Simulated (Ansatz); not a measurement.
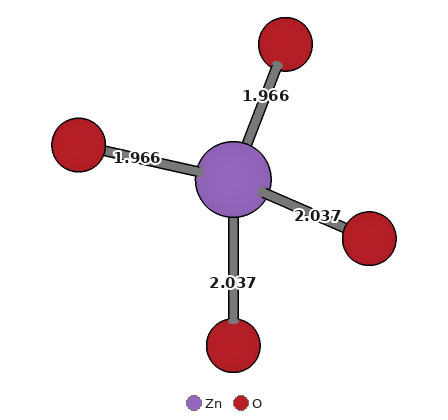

The surroundings of site Zn1 (at 0.182, 0.182, 0.500) in ZnO in space group P4_2/mnm, with bond lengths in Å.

The cell is taken from the geometry relaxed with DFT PBE, scalar-relativistic, plane waves, PAW (Ansatz 0.2.0).

```
CELL_PARAMETERS angstrom
5.60847 0.00000 0.00000
0.00000 5.60847 0.00000
0.00000 0.00000 3.27912
ATOMIC_POSITIONS crystal
Zn 0.18168 0.18168 0.50000
Zn 0.81832 0.81832 0.50000
Zn 0.68168 0.31832 0.00000
Zn 0.31832 0.68168 0.00000
O 0.81843 0.18157 0.50000
O 0.18157 0.81843 0.50000
O 0.68157 0.68157 0.00000
O 0.31843 0.31843 0.00000
```

Bond valence s = exp((R0 − d)/b), R0 fitted to published crystal structures with b = 0.37 Å; R0 in Å: Zn2+–O 1.689.

> Calculate the bond-valence sum of Zn1 from the bonds drawn.

2 × 0.473 + 2 × 0.390 = 1.73 v.u., against a formal valence of 2: underbonded (bonds long for this ion) by 0.27.

> And over the whole structure?

| site | x, y, z | formal valence | bond-valence sum | difference |
| --- | --- | --- | --- | --- |
| Zn1 | 0.182, 0.182, 0.500 | +2 | 1.76 | -0.24 |
| O1 | 0.818, 0.182, 0.500 | −2 | 1.76 | -0.24 |

These sums include all anions within 5 Å. The global instability index (root mean square of the differences over all atoms) is 0.24 v.u.: above 0.2, which by the usual rule of thumb marks a strained structure. Cells relaxed with PBE tend to have slightly long bonds, which lowers the sums.
